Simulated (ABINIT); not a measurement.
**KCl (Fm-3m): least direct gap against volume**

The cell of KCl (Fm-3m) is scaled evenly and the response computed anew at each volume, on one mesh.

Symmetry: Fm-3m, No. 225, cubic system. Conventional cell: a = 6.293 Å, b = 6.293 Å, c = 6.293 Å, α = 90.00°, β = 90.00°, γ = 90.00°. K on site a has 6 Cl at 3.15 Å as nearest neighbours. Around Cl on site b lie 6 K at 3.15 Å.

Method: ABINIT 10.8.3, PBE, independent particles, k-mesh 9×9×9, Lorentzian half width 0.04 eV.

Launch of the response step: `optic optic.abi`. The series took 2.9 min in all, its band step included, on 4 threads of Arm Neoverse V2 (shared host).

```tsv
V/V₀	V (Å³, primitive cell)	least direct gap (eV)
0.94	58.56	5.411
0.97	60.43	5.297
1.00	62.30	5.189
1.03	64.17	?
1.06	66.04	4.994
```

For small changes the quantity should be close to linear in ln V.

Working, on the rows shown:

| x = ln(V/V₀) | y = least direct gap |
| --- | --- |
| -0.0618754 | 5.411 |
| -0.0304592 | 5.297 |
| 0 | 5.189 |
| 0.0582689 | 4.994 |

Means: x̄ = -0.0085164, ȳ = 5.2227. Σ(x − x̄)(y − ȳ) = -0.02724, Σ(x − x̄)² = 0.007861. Slope = -0.02724 / 0.007861 = -3.465; intercept = ȳ − slope · x̄ = 5.1932. The line misses the rows shown by at most 0.0042 eV.

Problem. Fill in the last column of the withheld row.

Solution. At x = 0.029559 the line gives y = 5.0908 eV. The run gave 5.089 eV, so the interpolation is off by 0.0018 eV, 0.4 % of the range in the table.

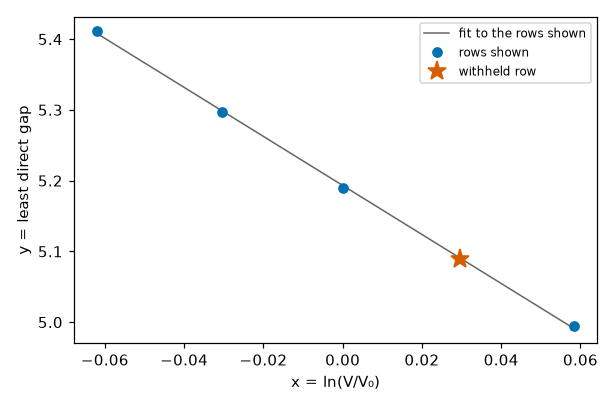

Between the rows on either side of x = 0 the slope is (5.089 − 5.297) / (0.029559 − (-0.030459)) = -3.466. That is a volume deformation potential of -3.5 eV: the least direct gap on this mesh widens by 35 meV for each per cent of compression. PBE gaps are as a rule too small.

[Logs are printed without paths, hosts, clocks, repeated set-up lines and the standing remarks that a program may print on its own settings, such as how far it seeks lower states.]
